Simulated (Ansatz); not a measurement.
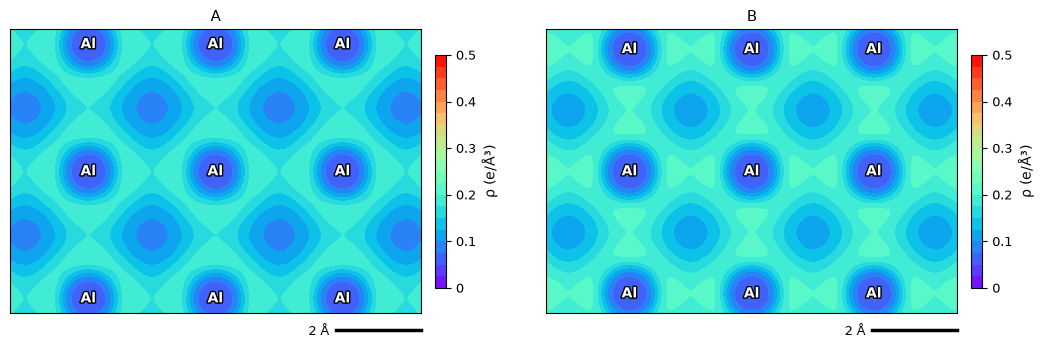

Al. The valence electron density of two cells that differ in size, on the (110) plane of each (indices in the axes of the calculation cell), at one length scale and on one colour scale: A has 19.4 Å³ an atom and B 17.2.

Space group I4/mmm; computed without spin polarisation.

All numbers below come from Ansatz 0.2.0, DFT r2SCAN, scalar-relativistic, plane waves, PAW.

What does the compression do to the bonding and the properties?

Answer. From the larger cell to the smaller, Al–Al goes from 2.98 to 2.86 Å, and the density at its midpoint from 0.17 to 0.2 e/Å³; the pressure goes from −11 to −6 GPa.
